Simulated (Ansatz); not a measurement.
# Run report: Hf3N2, single-point calculation (part 1 of 2)

The run: single-point calculation of Hf3N2 (R-3m, 5 atoms in the cell). Method and program: DFT PBEsol, spin-orbit coupling, plane waves, PAW (Ansatz 0.2.0).

The structure derives from a Materials Project entry. It belongs to a series of runs on one base structure; here: spin orbit: on. Figures and captions count atoms from 1; the log counts them from 0 in places.

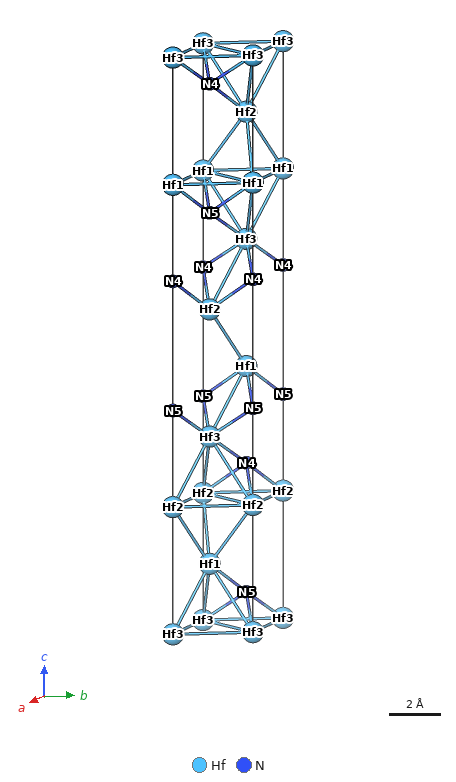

The structure (ball-and-stick view of the cell 3 times as large as that of the calculation, set on its symmetry axes, seen slightly off an axis; atoms are numbered from 1 in the order of the input). An atom can appear more than once, as a periodic image. Near neighbours in the periodic cell (some may lie outside the picture): Hf has 12 Hf at 3.12 to 3.21 Å and 3 N at 2.29 Å; Hf has 12 Hf at 3.20 to 3.21 Å and 6 N at 2.24 Å; N has 6 Hf at 2.24 to 2.29 Å.

Key numbers

- outcome: converged
- space group (tolerance 0.01 Å): R-3m (166)
- electrons treated: 88
- free energy: −47613.5335 eV
- Fermi energy: 21.806 eV
- gap on the k-point mesh: none (metallic)
- net moment of the cell: 0.00 μB
- integrated absolute moment: 0.00 μB
- pressure: −2.66 GPa
- largest force (length of the vector): 0.257 eV/Å
- hardware: 1 thread of Arm Neoverse V1, 24 GiB of memory available, shared host
- wall time: 9.1 min
- peak memory: 1.9 GiB

Input file
```yaml
crystal:
  lattice:
    - [1.5994260774, 0.9234290764, 7.7548432223]
    - [-1.5994260774, 0.9234290764, 7.7548432223]
    - [0.0, -1.8468581527, 7.7548432223]
  atoms:
    - { symbol: Hf, position: [0.77941866, 0.77941866, 0.77941866] }
    - { symbol: Hf, position: [0.22058134, 0.22058134, 0.22058134] }
    - { symbol: Hf, position: [0.0, 0.0, 0.0] }
    - { symbol: "N", position: [0.61191553, 0.61191553, 0.61191553] }
    - { symbol: "N", position: [0.38808447, 0.38808447, 0.38808447] }
basis:
  ecutwfc: 420
kpoints:
  mp_grid: { grid: [12, 12, 12] }
hamiltonian:
  xc: pbesol
scf:
  occupations: { method: gaussian, width: 0.1 }
output:
  forces: true
  stress: true
  eigenvalues: true
  populations: true
magnetization:
  noncollinear: true
  spin_orbit: true
```

Run as:
```bash
ansatz run input.yaml --threads 1 --pin off --max-ram 2560MiB --backend cpu --events-out ev --progress --plain --runs-dir out
```

What the program printed
```
basis.fft_grid_basis auto: the FFT boxes are laid along the combinations [[1, 0, -1], [0, 1, -1], [0, 0, 1]] of the cell's own vectors, 3.199, 3.199 and 7.972 Å long. The dense box has 24×24×54 points. Along the cell's own vectors, as sized, it would have 54×54×54, 5.06 times as many. Of the 12 symmetry operations that the crystal satisfies within crystal.symmetry.tolerance (time reversal apart; of a slab, those that keep its plane) the dense box along the cell's own vectors carries 12, and the one as laid loses 8 of those. basis.fft_grid_basis: typed keeps the cell's own vectors: state it where this run's energies or levels are differenced outside the engine with another run's, or held beside a run that keeps those vectors.
Engine: ansatz 0.2.0, aarch64-unknown-linux-gnu
Pseudopotentials: kind: paw_fr
Pseudopotential: Hf, paw_fr, valence charge 26, recommended cutoff 420 eV (normal), Hf.paw.azcp#standard-fr
Pseudopotential: N, paw_fr, valence charge 5, recommended cutoff 420 eV (normal), N.paw.azcp#standard-fr
Functional definition: PBEsol
  exchange = pbesol_x
  correlation = pbesol_c
non-collinear run that drives no moment, with spin-orbit: no starting moment large enough to seed its density (crystal.atoms[].spin), no starting occupations that ask for one, no magnetisation constraint and no magnetic field, so the semilocal B_xc is pinned to zero
Crystal: 5 atoms, lattice volume = 68.721 Å³
Basis set: ecut = 420 eV, 1351 PW (Γ), FFT grids on a1−a3, a2−a3, a3, exchange–correlation on 48×48×108 points (8 copies of the dense FFT grid, shifted against one another)
Bands: 106, of which v1, the nominal top of the filled ones, is band 88 counted from 1 (87 counted from 0)
Symmetry: 12 space group operations + 12 with time reversal
Magnetic group: BNS 166.98 (UNI 1328), of the structure as read, at distance tolerance 4.1e-5 Å
k-points: 189 of 1728
Projection manifold: j_resolved (fully-relativistic pseudo-atomic orbitals)
Non-local potential: Hf, projectors of the file, l = 0: 3, l = 1: 4, l = 2: 4, l = 3: 6
Non-local potential: N, projectors of the file, l = 0: 2, l = 1: 4, l = 2: 2
PAW form: soft (Blöchl's): semilocal exchange-correlation on the pseudo side does not see the compensation charge
PAW frozen core: Hf, regenerated for the run's functional, and the local potential with it (the file was generated under x = pbe(κ = 0.804, μ = 0.2195149727645171), c = pbe(β = 0.06672455060314922))
PAW frozen core: N, regenerated for the run's functional, and the local potential with it (the file was generated under x = pbe(κ = 0.804, μ = 0.2195149727645171), c = pbe(β = 0.06672455060314922))
PAW one-centre angular grid: Hf, 590 points (default); XC on 64 Gauss nodes
PAW one-centre angular grid: N, 110 points (default); XC on 64 Gauss nodes
Initial density: superposition of atomic densities (chi_scale 0.1, normalization cell, long waves kept (reshape's long-wave potential 1.00 eV rms))
Initial wavefunctions: pseudopotential atomic-orbital guess
Functional: x = pbesol(κ = 0.804, μ = 0.12345679012345678), c = pbesol(β = 0.046)
SCF iter   1: F=—  HF=-47619.425728 eV  |F-HF|=—  |Δ(HF+E_count)|=         —  Δρ=9.26e-2  dr2=4.50e1  dr2_m=0.00e0 (ungated)  ethr=3.10e-3  |M|=0.00e0 ∫|m|=0.00e0 μB  |m|>n=0.0e0 m-floor=0.0e0 τ_xc=0.0e0  β_m=0.30  ⟨swp⟩=5.1  Hψ=39317  notcnv=0  defer=442
preconditioner: auto → Kerker (q_TF=auto, 2.843 Å⁻¹)  [metal: Δε(μ)=0.010 eV  Ē_g=17.454 eV  σ=0.100 eV  W_gap=0.06  n_scr=30 (ndim 8)  ℏωp=40.6 eV  f_vac=0.000  D(μ)=0.80/eV (n_scr^D=2)]
spin=Noncollinear: Kerker preconditioning applied to the charge; magnetization (m_x, m_y, m_z) channels mix plain (no charge-response kernel on spin).
SCF iter   2: F=—  HF=-47617.522705 eV  |F-HF|=—  |Δ(HF+E_count)|=    1.90e0  Δρ=6.58e-2  dr2=2.87e1  dr2_m=0.00e0 (ungated)  ethr=3.10e-3  |M|=0.00e0 ∫|m|=0.00e0 μB  |m|>n=0.0e0 m-floor=0.0e0 τ_xc=0.0e0  β_m=0.65  ⟨swp⟩=2.0  Hψ=12103  notcnv=0  defer=2324
SCF iter   3: F=—  HF=-47614.185250 eV  |F-HF|=—  |Δ(HF+E_count)|=    3.34e0  Δρ=3.05e-2  dr2=4.55e0  dr2_m=0.00e0 (ungated)  ethr=3.10e-3  |M|=0.00e0 ∫|m|=0.00e0 μB  |m|>n=0.0e0 m-floor=0.0e0 τ_xc=0.0e0  β_m=0.59  ⟨swp⟩=3.1  Hψ=17817  notcnv=0  defer=2264
SCF iter   4: F=—  HF=-47613.587137 eV  |F-HF|=—  |Δ(HF+E_count)|=   5.98e-1  Δρ=1.53e-2  dr2=1.94e-1  dr2_m=0.00e0 (ungated)  ethr=3.10e-3  |M|=0.00e0 ∫|m|=0.00e0 μB  |m|>n=0.0e0 m-floor=0.0e0 τ_xc=0.0e0  β_m=0.64  ⟨swp⟩=3.2  Hψ=19283  notcnv=0  defer=2240
SCF iter   5: F=—  HF=-47613.561568 eV  |F-HF|=—  |Δ(HF+E_count)|=   2.56e-2  Δρ=7.33e-3  dr2=6.53e-2  dr2_m=0.00e0 (ungated)  ethr=2.20e-4  |M|=0.00e0 ∫|m|=0.00e0 μB  |m|>n=0.0e0 m-floor=0.0e0 τ_xc=0.0e0  β_m=0.68  ⟨swp⟩=2.1  Hψ=17134  notcnv=0  defer=2204
SCF iter   6: F=—  HF=-47613.535200 eV  |F-HF|=—  |Δ(HF+E_count)|=   2.64e-2  Δρ=3.12e-3  dr2=1.09e-2  dr2_m=0.00e0 (ungated)  ethr=7.42e-5  |M|=0.00e0 ∫|m|=0.00e0 μB  |m|>n=0.0e0 m-floor=0.0e0 τ_xc=0.0e0  β_m=0.81  ⟨swp⟩=2.0  Hψ=17266  notcnv=0  defer=2204
SCF iter   7: F=—  HF=-47613.534165 eV  |F-HF|=—  |Δ(HF+E_count)|=   1.03e-3  Δρ=1.39e-3  dr2=3.19e-3  dr2_m=0.00e0 (ungated)  ethr=1.24e-5  |M|=0.00e0 ∫|m|=0.00e0 μB  |m|>n=0.0e0 m-floor=0.0e0 τ_xc=0.0e0  β_m=0.78  ⟨swp⟩=2.0  Hψ=17248  notcnv=0  defer=2204
SCF iter   8: F=—  HF=-47613.533692 eV  |F-HF|=—  |Δ(HF+E_count)|=   4.73e-4  Δρ=6.26e-4  dr2=3.21e-4  dr2_m=0.00e0 (ungated)  ethr=3.63e-6  |M|=0.00e0 ∫|m|=0.00e0 μB  |m|>n=0.0e0 m-floor=0.0e0 τ_xc=0.0e0  β_m=0.73  ⟨swp⟩=2.0  Hψ=14613  notcnv=0  defer=2204
SCF iter   9: F=—  HF=-47613.533561 eV  |F-HF|=—  |Δ(HF+E_count)|=   1.31e-4  Δρ=3.78e-4  dr2=5.91e-4  dr2_m=0.00e0 (ungated)  ethr=3.64e-7  |M|=0.00e0 ∫|m|=0.00e0 μB  |m|>n=0.0e0 m-floor=0.0e0 τ_xc=0.0e0  β_m=0.73  ⟨swp⟩=2.1  Hψ=17338  notcnv=0  defer=2204
SCF iter  10: F=—  HF=-47613.533486 eV  |F-HF|=—  |Δ(HF+E_count)|=   7.48e-5  Δρ=8.69e-5  dr2=5.68e-6  dr2_m=0.00e0 (ungated)  ethr=3.64e-7  |M|=0.00e0 ∫|m|=0.00e0 μB  |m|>n=0.0e0 m-floor=0.0e0 τ_xc=0.0e0  β_m=0.78  ⟨swp⟩=2.0  Hψ=17207  notcnv=0  defer=2204
SCF iter  11: F=—  HF=-47613.533487 eV  |F-HF|=—  |Δ(HF+E_count)|=   3.95e-7  Δρ=3.37e-5  dr2=1.03e-6  dr2_m=0.00e0 (ungated)  ethr=6.45e-9  |M|=0.00e0 ∫|m|=0.00e0 μB  |m|>n=0.0e0 m-floor=0.0e0 τ_xc=0.0e0  β_m=0.89  ⟨swp⟩=2.1  Hψ=18368  notcnv=0  defer=2204
SCF iter  12: F=-47613.533486 eV  HF=-47613.533486 eV  |F-HF|=7.09e-8  |Δ(HF+E_count)|=   2.56e-7  Δρ=1.13e-5  dr2=9.49e-8  dr2_m=0.00e0 (ungated)  ethr=1.14e-10  |M|=0.00e0 ∫|m|=0.00e0 μB  |m|>n=0.0e0 m-floor=0.0e0 τ_xc=0.0e0  ⟨swp⟩=11.2  Hψ=61230  notcnv=0
SCF 1 converged in 12 iterations: F = -47613.533486 eV  dr2 = 9.49e-8
  greatest PAW one-centre occupation: 0.998 electrons in one spin orbital (limit 2), on the Hf atom at site 1 (counted from 0), in its partial waves of l = 0
```

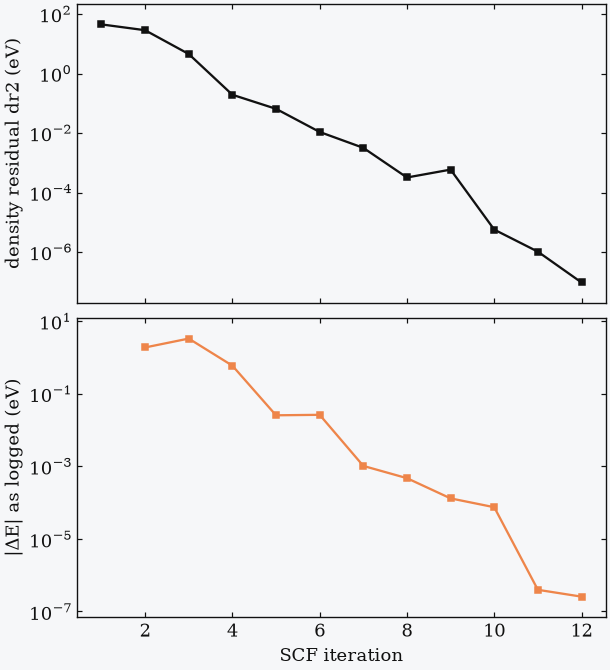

Convergence of the self-consistent field: density residual dr2 and size of the energy change against the SCF iteration. The residual falls almost steadily, with no more than small rises.

```
SCF converged after 12 iterations
Magnetization: |M| = 0.0000 μB,  M = (+0.0000, +0.0000, +0.0000) μB
Absolute magnetization: 0.0000 μB (∫|m|)
  site 0: m = (+0.0000, +0.0000, +0.0000) μB, |m| = 0.0000 μB  (R = 0.94 Å)
  site 1: m = (+0.0000, +0.0000, +0.0000) μB, |m| = 0.0000 μB  (R = 0.94 Å)
  site 2: m = (+0.0000, +0.0000, +0.0000) μB, |m| = 0.0000 μB  (R = 0.93 Å)
  site 3: m = (+0.0000, +0.0000, +0.0000) μB, |m| = 0.0000 μB  (R = 0.93 Å)
  site 4: m = (+0.0000, +0.0000, +0.0000) μB, |m| = 0.0000 μB  (R = 0.93 Å)
Free energy (F): -47613.533486 eV
Harris-Foulkes:  -47613.533486 eV  (|F-HF|=7.09e-8)
Internal energy: -47613.526904 eV  (E = F + TS)
E sigma→0 (E₀):  -47613.530195 eV
Entropy (-TS):   -0.006583 eV (-1.317 meV/atom)
Fermi energy:    21.806126 eV
--- Per-component energies (eV) ---
  E_band       = 366.328641
  E_kinetic    = 1535.329349
  E_local      = -14662.378161  (includes V_loc(G=0)·N_el)
  E_nonlocal   = -3628.248646
  E_hartree    = 6926.342673
  E_xc         = -1013.747836
  E_vxc        = -953.322873  (∫ρ·V_xc dr)
  E_paw        = -20720.519375  (= ΣΔE_a)
  E_vpaw       = 4222.261124  (= ΣTr[D̂ρ^β])
  E_aug_tail   = 0.000183  (compensation charges beyond the density's cutoff)
  E_ewald      = -16054.129329
  E_core_change = 3.824238  (= ΣΔE_core)
  E_smearing   = -0.006583  (= −TS)
  E_closure    = 0.000000  (closes the sum)
  Σ components = -47613.533486   (vs F -47613.533486, Δ=0.00e0)
--- Forces (eV/Å), atoms counted from 1 ---
  atom   1  Hf     0.00000000    -0.00000000    -0.25733610
  atom   2  Hf    -0.00000000     0.00000000     0.25733610
  atom   3  Hf    -0.00000000     0.00000000     0.00000000
  atom   4  N     -0.00000000    -0.00000000    -0.25063439
  atom   5  N      0.00000000     0.00000000     0.25063439
  max |Σ_I F_I| component: 2.89e-18 eV/Å
--- Stress (GPa, compression-positive) ---
       -2.385858       0.000000      -0.000000
        0.000000      -2.385858      -0.000000
       -0.000000      -0.000000      -3.221224
  P = ⅓ Tr σ = -2.6643 GPa (-26.643 kbar)
--- Band table (eV; the first three rows and the last of 189) ---
```
